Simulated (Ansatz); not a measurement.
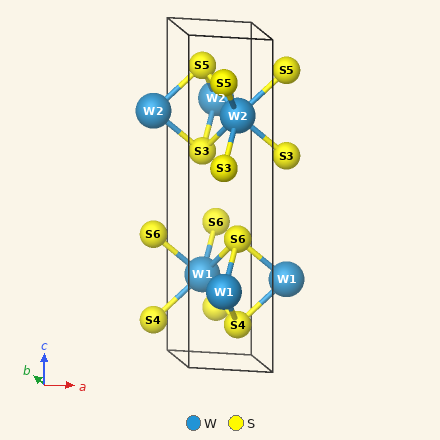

The system is WS2 (P6_3/mmc, No. 194; 6 atoms in the cell); the picture shows the reference structure. The energy is mapped over a free internal coordinate and the cell. The first coordinate is: shift of S3 along [0 0 1] of the conventional cell, Cartesian (0 0 1), its symmetry partners moved as symmetry demands (measured in the relaxed cell); the second: volume per atom at fixed shape. Nothing is relaxed (all other coordinates fixed). The scan uses a 7 × 7 grid. Points are written as (first, second). Energies: meV/atom, counted from the lowest grid point. The band gap closes in part of the range. Level of theory: Ansatz, DFT LDA, scalar-relativistic, plane waves, PAW. Settings: cutoff 420 eV, k-mesh 12×12×4 in the order of the run's cell vectors, gaussian smearing 0.05 eV, no spin polarisation.

Its coordinates:

```xyz
6
Lattice="3.1266 0.0000 0.0000 -1.5633 2.7077 0.0000 0.0000 0.0000 12.1520" Properties=species:S:1:pos:R:3 pbc="T T T"
W     0.0000    1.8051    3.0380
W     1.5633    0.9026    9.1140
S     0.0000    1.8051    7.5517
S     1.5633    0.9026    1.4756
S     0.0000    1.8051   10.6764
S     1.5633    0.9026    4.6004
```

Range: shift of S3 along [0 0 1] of the conventional cell, Cartesian (0 0 1), its symmetry partners moved as symmetry demands (measured in the relaxed cell) from −0.250 to 0.250 Å; volume per atom at fixed shape from 15.78 to 18.52 Å³.

Q: Predict the map.

A: The lowest grid point is at (0.000 Å, 17.15 Å³). It is the only kind of minimum in the scanned range. The highest grid point, (0.250 Å, 15.78 Å³), lies 969 meV/atom above the lowest.

```tsv
second ↓, first →	−0.250	−0.167	−0.083	0.000	0.083	0.167	0.250
18.52	564	339	164	54	26	103	303
18.06	489	275	115	25	22	128	363
17.60	420	219	76	6	30	168	439
17.15	358	170	46	0	52	224	536
16.69	304	132	27	7	91	300	654
16.23	260	105	23	30	148	397	798
15.78	227	91	34	72	226	519	969
```

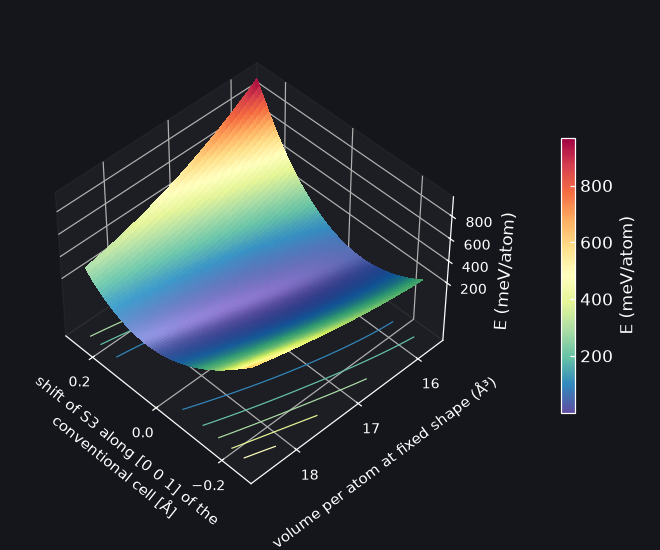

Drawn: a relief with its contours projected below. Between grid points the surface is interpolated.

The whole map (49 points run) took 6.1 min on 2 threads of Arm Neoverse V1, with other jobs on the host.

PAW datasets: the set soft_1.
